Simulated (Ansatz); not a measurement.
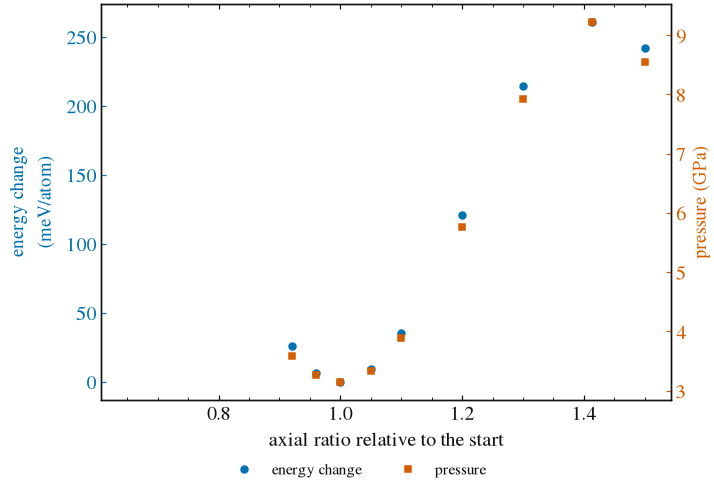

The figure shows the energy change and pressure against relative axial ratio for Ta, space group Im-3m (No. 229).

Starting cell:
```
CELL_PARAMETERS angstrom
-1.65128 1.65128 1.65128
1.65128 -1.65128 1.65128
1.65128 1.65128 -1.65128
ATOMIC_POSITIONS crystal
Ta 0.00000 0.00000 0.00000
```

Calculation (Ansatz 0.2.0): deformation of a crystal at fixed volume, lengths along the axis scaled against those across it, fractional coordinates fixed, by plane-wave density functional theory with PAW datasets, free energies less that of the undisturbed cell, pressure positive in compression; scalar-relativistic. Level: PBE, no spin polarisation.

- wave cutoff: 420 eV
- k mesh: 22×22×22
- occupations: Gaussian
- smearing width: 0.15 eV
- k shift: (0, 0, 0) (mesh steps)
- start: as given
- path: tetragonal
- axis direction: (0, 0, 1) (Cartesian unit vector)

The points at relative axial ratio 0.650, 0.707, 0.780 and 0.850 are left out of the plot. What values does the calculation give there?

```
axial ratio relative to the start  energy change (meV/atom)  pressure (GPa)
                            0.650                       614            16.8
                            0.707                       426            11.3
                            0.780                       213             8.3
                            0.850                        81             5.5
```

Note: reference crystal is not relaxed.
